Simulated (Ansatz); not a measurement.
**Two runs on Al$_{2}$Cu**

System: Al$_{2}$Cu (P4/mmm, 3 atoms in the cell).
Method of the first run: DFT PBEsol, scalar-relativistic, plane waves, PAW, no spin polarisation (Ansatz 0.2.0).

The structure derives from a Materials Project entry. Text and figures count atoms from 1; the logs count them from 0 in places.

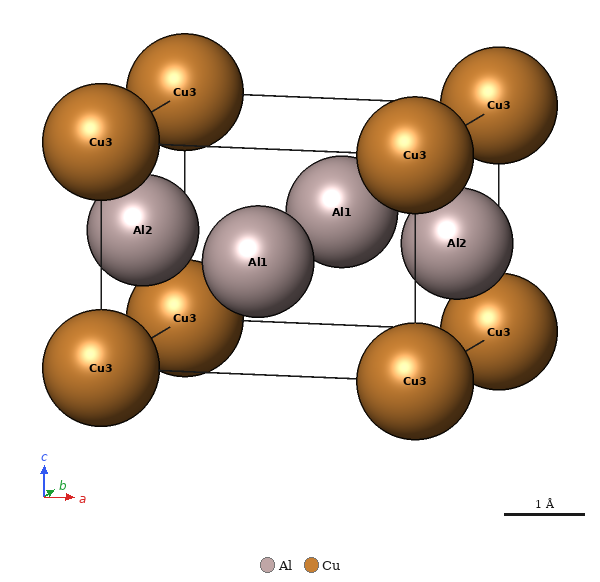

Figure 1. The input geometry (spheres-only view of the cell of the calculation, seen slightly off an axis; atoms are numbered from 1 in the order of the input). An atom can appear more than once, as a periodic image.

**The input, the first run**
```yaml
crystal:
  lattice:
    - [4.105182, 0.0, 0.0]
    - [0.0, 4.105182, 0.0]
    - [0.0, 0.0, 2.891313]
  atoms:
    - { symbol: Al, position: [0.5, 0.0, 0.5] }
    - { symbol: Al, position: [0.0, 0.5, 0.5] }
    - { symbol: Cu, position: [0.0, 0.0, 0.0] }
basis:
  ecutwfc: 420
kpoints:
  mp_grid: { grid: [4, 4, 6] }
hamiltonian:
  xc: pbesol
scf:
  occupations: { method: gaussian, width: 0.1 }
output:
  forces: true
  stress: true
  eigenvalues: true
```

Launched with:
```bash
ansatz run input.yaml --threads 1 --pin off --max-ram 2560MiB --backend cpu --events-out ev --progress --plain --runs-dir out
```

Hardware: 1 thread of Intel Xeon @ 2.70GHz, 189 GiB of memory available, shared host.

**Output, shortened to warnings, some set-up lines, iterations and results (the first run)**
```
Basis set: ecut = 420 eV, 945 PW (Γ), exchange–correlation on 60×60×40 points (8 copies of the dense FFT grid, shifted against one another)
Symmetry: 16 space group operations
k-points: 24 of 96
Initial density: superposition of atomic densities (neutral atoms: chi_scale 0, normalization atom), corrected by the library's trained network
[...]
SCF iter   1: F=—  HF=-7637.928168 eV  |F-HF|=—  |Δ(HF+E_count)|=         —  Δρ=1.43e-2  dr2=6.42e-2  ethr=1.77e-3  ⟨swp⟩=5.3  Hψ=2061  notcnv=0
SCF iter   2: F=—  HF=-7637.917390 eV  |F-HF|=—  |Δ(HF+E_count)|=   1.08e-2  Δρ=1.71e-3  dr2=9.79e-4  ethr=2.57e-4  ⟨swp⟩=2.0  Hψ=826  notcnv=0  defer=3
SCF iter   3: F=—  HF=-7637.916710 eV  |F-HF|=—  |Δ(HF+E_count)|=   6.80e-4  Δρ=9.99e-4  dr2=3.31e-4  ethr=3.91e-6  ⟨swp⟩=2.1  Hψ=675  notcnv=0  defer=3
SCF iter   4: F=—  HF=-7637.916670 eV  |F-HF|=—  |Δ(HF+E_count)|=   3.97e-5  Δρ=2.23e-4  dr2=1.93e-5  ethr=1.32e-6  ⟨swp⟩=1.0  Hψ=401  notcnv=0  defer=3
SCF iter   5: F=—  HF=-7637.916694 eV  |F-HF|=—  |Δ(HF+E_count)|=   2.34e-5  Δρ=2.69e-5  dr2=2.26e-7  ethr=7.72e-8  ⟨swp⟩=1.9  Hψ=477  notcnv=0  defer=3
SCF iter   6: F=-7637.916694 eV  HF=-7637.916694 eV  |F-HF|=7.16e-10  |Δ(HF+E_count)|=   3.05e-8  Δρ=2.31e-6  dr2=2.12e-9  ethr=4.00e-10  ⟨swp⟩=5.3  Hψ=1539  notcnv=0
SCF 1 converged in 6 iterations: F = -7637.916694 eV  dr2 = 2.12e-9
SCF converged after 6 iterations
Free energy (F): -7637.916694 eV
Harris-Foulkes:  -7637.916694 eV  (|F-HF|=7.16e-10)
Internal energy: -7637.915005 eV  (E = F + TS)
E sigma→0 (E₀):  -7637.915850 eV
Entropy (-TS):   -0.001688 eV (-0.563 meV/atom)
Fermi energy:    9.210420 eV
--- Per-component energies (eV) ---
  E_band       = -498.960557
  E_kinetic    = 345.395421
  E_local      = -6178.769505  (includes V_loc(G=0)·N_el)
  E_nonlocal   = 407.148969
  E_hartree    = 2775.394555
  E_xc         = -168.098347
  E_vxc        = -174.134207  (∫ρ·V_xc dr)
  E_paw        = -2531.750598  (= ΣΔE_a)
  E_vpaw       = -449.388169  (= ΣTr[D̂ρ^β])
  E_aug_tail   = 0.000235  (compensation charges beyond the density's cutoff)
  E_ewald      = -2287.480215
  E_core_change = 0.244480  (= ΣΔE_core)
  E_smearing   = -0.001688  (= −TS)
  E_closure    = -0.000000  (closes the sum)
  Σ components = -7637.916694   (vs F -7637.916694, Δ=0.00e0)
--- Forces (eV/Å), atoms counted from 1 ---
  atom   1  Al     0.00000000     0.00000000     0.00000000
  atom   2  Al     0.00000000     0.00000000     0.00000000
  atom   3  Cu    -0.00000000    -0.00000000     0.00000000
  max |Σ_I F_I| component: 4.44e-31 eV/Å
--- Stress (GPa, compression-positive) ---
       -3.337078       0.000000       0.000000
        0.000000      -3.337078       0.000000
        0.000000       0.000000      -0.488384
  P = ⅓ Tr σ = -2.3875 GPa (-23.875 kbar)
```

The input of the second run differs as follows (lines with − go, lines with + come):
```diff
-  mp_grid: { grid: [4, 4, 6] }
+  mp_grid: { grid: [10, 10, 14] }
+  populations: true
```

How does the second run compare with the first run?

The free energy of the second run is 10.2 meV per atom lower, which measures how much it depends on this numerical setting. The SCF takes 7 iterations against 6. The irreducible k-points go from 24 to 168. On the same kind of shared host the second run took about 1.8 times as long.

**Output, shortened to warnings, some set-up lines, iterations and results (the second run)**
```
Basis set: ecut = 420 eV, 945 PW (Γ), exchange–correlation on 60×60×40 points (8 copies of the dense FFT grid, shifted against one another)
Symmetry: 16 space group operations
k-points: 168 of 1400
Initial density: superposition of atomic densities (neutral atoms: chi_scale 0, normalization atom), corrected by the library's trained network
[...]
SCF iter   1: F=—  HF=-7637.956612 eV  |F-HF|=—  |Δ(HF+E_count)|=         —  Δρ=1.34e-2  dr2=5.34e-2  ethr=1.77e-3  ⟨swp⟩=5.2  Hψ=14480  notcnv=0
SCF iter   2: F=—  HF=-7637.947985 eV  |F-HF|=—  |Δ(HF+E_count)|=   8.63e-3  Δρ=1.17e-3  dr2=9.33e-4  ethr=2.14e-4  ⟨swp⟩=2.0  Hψ=5859  notcnv=0  defer=28
SCF iter   3: F=—  HF=-7637.947407 eV  |F-HF|=—  |Δ(HF+E_count)|=   5.77e-4  Δρ=1.49e-3  dr2=1.19e-3  ethr=3.73e-6  ⟨swp⟩=2.3  Hψ=4460  notcnv=0  defer=28
SCF iter   4: F=—  HF=-7637.947186 eV  |F-HF|=—  |Δ(HF+E_count)|=   2.21e-4  Δρ=5.99e-4  dr2=2.35e-4  ethr=3.73e-6  ⟨swp⟩=1.5  Hψ=3318  notcnv=0  defer=28
SCF iter   5: F=—  HF=-7637.947152 eV  |F-HF|=—  |Δ(HF+E_count)|=   3.39e-5  Δρ=1.55e-4  dr2=1.87e-5  ethr=9.38e-7  ⟨swp⟩=1.3  Hψ=2918  notcnv=0  defer=28
SCF iter   6: F=—  HF=-7637.947173 eV  |F-HF|=—  |Δ(HF+E_count)|=   2.11e-5  Δρ=2.85e-5  dr2=6.98e-7  ethr=7.49e-8  ⟨swp⟩=2.5  Hψ=4010  notcnv=0  defer=28
SCF iter   7: F=-7637.947173 eV  HF=-7637.947173 eV  |F-HF|=7.09e-9  |Δ(HF+E_count)|=   1.59e-7  Δρ=5.09e-6  dr2=1.71e-8  ethr=4.00e-10  ⟨swp⟩=5.9  Hψ=12577  notcnv=0
SCF 1 converged in 7 iterations: F = -7637.947173 eV  dr2 = 1.71e-8
SCF converged after 7 iterations
Free energy (F): -7637.947173 eV
Harris-Foulkes:  -7637.947173 eV  (|F-HF|=7.09e-9)
Internal energy: -7637.942668 eV  (E = F + TS)
E sigma→0 (E₀):  -7637.944921 eV
Entropy (-TS):   -0.004505 eV (-1.502 meV/atom)
Fermi energy:    9.211975 eV
--- Per-component energies (eV) ---
  E_band       = -498.529119
  E_kinetic    = 345.393922
  E_local      = -6179.164925  (includes V_loc(G=0)·N_el)
  E_nonlocal   = 407.042132
  E_hartree    = 2775.796124
  E_xc         = -168.125068
  E_vxc        = -174.168130  (∫ρ·V_xc dr)
  E_paw        = -2531.649353  (= ΣΔE_a)
  E_vpaw       = -449.223408  (= ΣTr[D̂ρ^β])
  E_aug_tail   = 0.000235  (compensation charges beyond the density's cutoff)
  E_ewald      = -2287.480215
  E_core_change = 0.244480  (= ΣΔE_core)
  E_smearing   = -0.004505  (= −TS)
  E_closure    = 0.000000  (closes the sum)
  Σ components = -7637.947173   (vs F -7637.947173, Δ=0.00e0)
--- Forces (eV/Å), atoms counted from 1 ---
  atom   1  Al     0.00000000     0.00000000     0.00000000
  atom   2  Al     0.00000000     0.00000000     0.00000000
  atom   3  Cu     0.00000000     0.00000000     0.00000000
  max |Σ_I F_I| component: 3.35e-30 eV/Å
--- Stress (GPa, compression-positive) ---
       -2.064875       0.000000       0.000000
        0.000000      -2.064875       0.000000
        0.000000       0.000000      -3.072009
  P = ⅓ Tr σ = -2.4006 GPa (-24.006 kbar)
--- Löwdin populations: 3 sites ---
  site symbol       q [e]
     0     Al      3.2577
     1     Al      3.2577
     2     Cu     18.3296
  spilling = 0.006201 (of n_electrons = 25.000000)
```

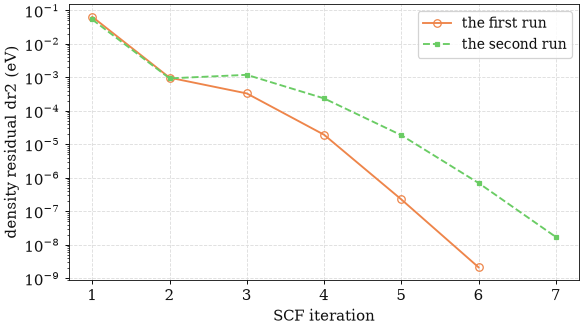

Figure 2. Convergence of the two runs: density residual dr2 against the SCF iteration. The first run takes 6 iterations in all, and the second run takes 7.

**The two runs side by side**

| quantity | the first run | the second run |
| --- | --- | --- |
| outcome | converged | converged |
| free energy per atom (eV) | −2545.9722 | −2545.9824 |
| energy per atom, smearing taken to zero (eV) | −2545.9719 | −2545.9816 |
| gap on the mesh (eV) | 0.00 | 0.00 |
| pressure (GPa) | −2.39 | −2.40 |
| largest force (eV/Å) | 0.000 | 0.000 |
| SCF iterations | 6 | 7 |
| irreducible k-points | 24 | 168 |
| plane waves at Γ | 945 | 945 |
| wall time (shared host) | 4.1 s | 7.2 s |
